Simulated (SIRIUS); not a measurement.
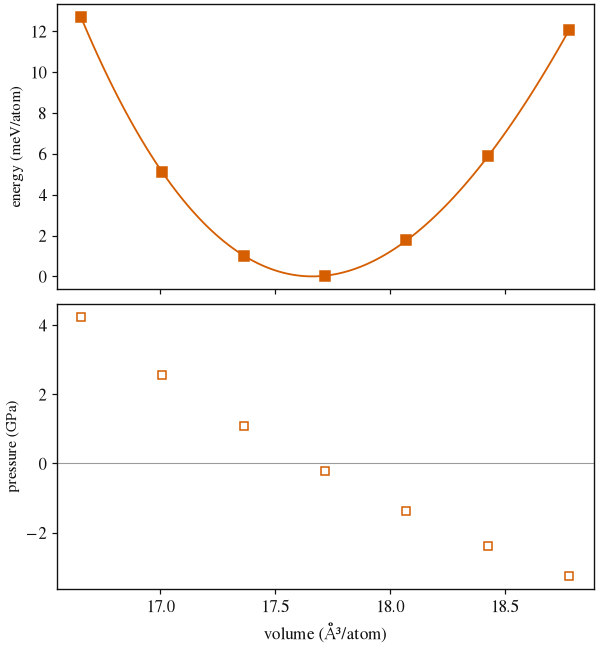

Plotted: energy and pressure against volume for Ga, space group I4/mmm (No. 139).

Cell as given: a = 3.029 Å, b = 3.029 Å, c = 3.029 Å, α = 125.61°, β = 125.61°, γ = 80.54°; 1 atom.

Computed with SIRIUS 7.10.0: plane-wave DFT, no spin polarisation; energies at scaled volumes of the given cell, shape and fractions fixed, counted from the fit's minimum, third-order Birch-Murnaghan fit. Level: PBEsol.

- k mesh: 13×13×13
- occupations: Fermi–Dirac
- smearing width: 0.05 eV
- potentials: dojo sr pbesol 0.4.1 standard
- wave cutoff: 1102 eV
- density cutoff: 4408 eV

Q: Give the fitted equation-of-state parameters.

A: A third-order Birch–Murnaghan fit gives V0 = 17.66 Å³/atom, B0 = 62.3 GPa and B′ = 5.5.

Q: Read off the course of the pressure.

A: It falls from 4.24 GPa at volume 16.66 Å³/atom to −3.25 GPa at 18.78 Å³/atom, and changes sign near 17.66 Å³/atom.

Keep in mind: shape and atomic fractions are frozen while scaling, which makes layered, chain and framework solids too stiff.

The computed values:

```json
{"volume (Å³/atom)": "16.66", "energy (meV/atom)": "12.68", "pressure (GPa)": "4.24"}
{"volume (Å³/atom)": "17.01", "energy (meV/atom)": "5.11", "pressure (GPa)": "2.57"}
{"volume (Å³/atom)": "17.36", "energy (meV/atom)": "1.02", "pressure (GPa)": "1.08"}
{"volume (Å³/atom)": "17.72", "energy (meV/atom)": "0.02", "pressure (GPa)": "-0.23"}
{"volume (Å³/atom)": "18.07", "energy (meV/atom)": "1.76", "pressure (GPa)": "-1.38"}
{"volume (Å³/atom)": "18.43", "energy (meV/atom)": "5.87", "pressure (GPa)": "-2.38"}
{"volume (Å³/atom)": "18.78", "energy (meV/atom)": "12.05", "pressure (GPa)": "-3.25"}
```
